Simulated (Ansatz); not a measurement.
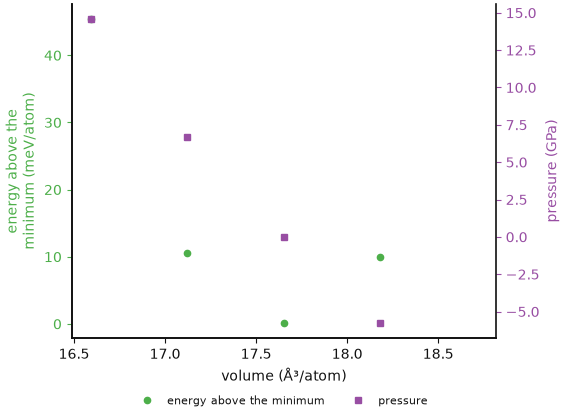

The picture above shows the energy above the minimum and pressure against volume for Ta, space group Im-3m (No. 229).

Structure:
```xyz
1
Lattice="-1.6403 1.6403 1.6403 1.6403 -1.6403 1.6403 1.6403 1.6403 -1.6403" Properties=species:S:1:pos:R:3 pbc="T T T"
Ta    0.0000    0.0000    0.0000
```

Computed with Ansatz 0.2.0: third-order Birch-Murnaghan fit to density functional energies at scaled volumes of the given relaxed cell, shape and atoms relaxed at each volume; energies count from the fitted minimum; plane waves with PAW datasets, Γ-centred k mesh. Level: PBEsol, no spin polarisation.

| setting | value |
| --- | --- |
| wave cutoff | 420 eV |
| k mesh | 18×18×18 |
| occupations | Gaussian |
| smearing width | 0.1 eV |

The point at volume 18.711 Å³/atom is left out of the plot. What does the calculation give there?

| volume (Å³/atom) | energy above the minimum (meV/atom) | pressure (GPa) |
| --- | --- | --- |
| 18.711 | 37.6 | −10.80 |
